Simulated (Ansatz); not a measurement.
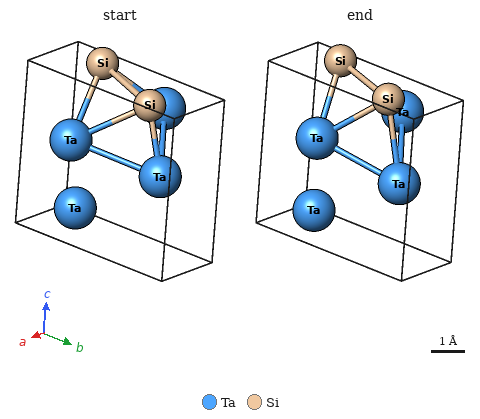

The structure of solid Ta2Si (set up in P1) before (left) and after (right) a relaxation, at one scale.

Style: ball-and-stick. Shown: the cell of the calculation, slightly off an axis.

Case: input fault: a relaxation cut at too few steps.

The calculation used DFT PBEsol, scalar-relativistic, plane waves, PAW in Ansatz. Settings: plane-wave cutoff 420 eV; k-point mesh 6 × 6 × 6; occupations gaussian; smearing width 0.1 eV; no spin polarisation; cell and atoms relaxed; force threshold 0.005 eV/Å; at most 3 steps.

What changed between the two?

Answer. The relaxation stopped without meeting its thresholds, so the last structure isn't shown to be converged. It used up its limit of 3 steps. The atom that moves furthest relative to the cell is a Si atom (0.22 Å along [1 0 2]). Largest moves by element: Si 0.22 Å, Ta 0.21 Å. The drawn cell changes as follows: a 5.044 → 5.016 Å (−0.6 %), b 5.044 → 5.010 Å (−0.7 %), c 5.044 → 5.024 Å (−0.4 %), γ 120.0° → 119.7°; the volume changes by −1.4 %. Among the contacts that change: Si–Ta 2.217 → 2.623 Å, Si–Ta 2.995 → 2.625 Å, Si–Ta 2.969 → 2.621 Å, Si–Ta 2.886 → 2.619 Å. Within 0.06 Å the space group is P1 at the start and I4/mcm at the end; at a tighter tolerance small leftover displacements or strains of the cell lower it. The energy falls by 395 meV per atom in 2 geometry steps. Largest force component: 6.5 eV/Å at the start, 0.11 eV/Å at the end. Pressure: 6.32 GPa at the start and −0.07 GPa at the end. Cost: 3.7 min on 1 thread of Intel(R) Xeon(R) Processor @ 2.50GHz (Skylake/Cascade Lake), on a shared host, peak memory 0.58 GiB.
